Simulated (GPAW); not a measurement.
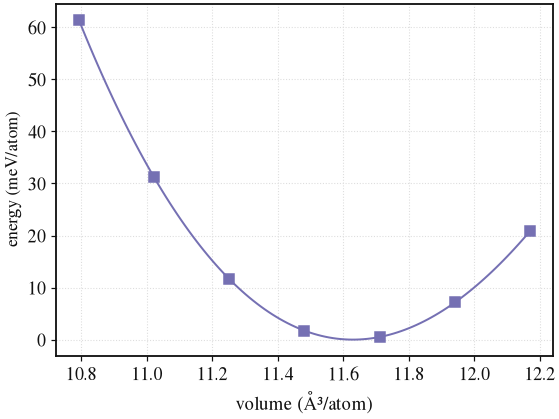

Plotted: energy against volume.

How it was computed, with GPAW 26.7.0: PAW DFT in plane waves, on a grid or in atomic orbitals, no spin polarisation; energies at scaled volumes of the given cell, shape and fractions fixed, counted from the fit's minimum, third-order Birch-Murnaghan fit. Level: r2SCAN.

**For which of these solids was it computed?**
A. KF, Fm-3m (No. 225)
B. HfN, Fm-3m (No. 225)
C. BN, P6_3mc (No. 186)
D. SnSe, Fm-3m (No. 225)

B, HfN: energy from 0.45 meV/atom to 61.46 meV/atom, V0 11.63 Å³/atom, B0 288 GPa. The others give: BN, energy from 0.46 meV/atom to 34.24 meV/atom, V0 5.898 Å³/atom, B0 391 GPa; SnSe, energy from 0.04 meV/atom to 16.50 meV/atom, V0 27.18 Å³/atom, B0 53.4 GPa; KF, energy from 0.09 meV/atom to 10.24 meV/atom, V0 18.82 Å³/atom, B0 35.3 GPa.

For BN, limits of the calculation: the fit and the printed pressures don't fully agree, or the minimum lies near the end of the range; shape and atomic fractions are frozen while scaling, which makes layered, chain and framework solids too stiff.

For HfN, limits of the calculation: the fit and the printed pressures don't fully agree, or the minimum lies near the end of the range.

For KF, limits of the calculation: the fit and the printed pressures don't fully agree, or the minimum lies near the end of the range.

For SnSe, limits of the calculation: the fit and the printed pressures don't fully agree, or the minimum lies near the end of the range.
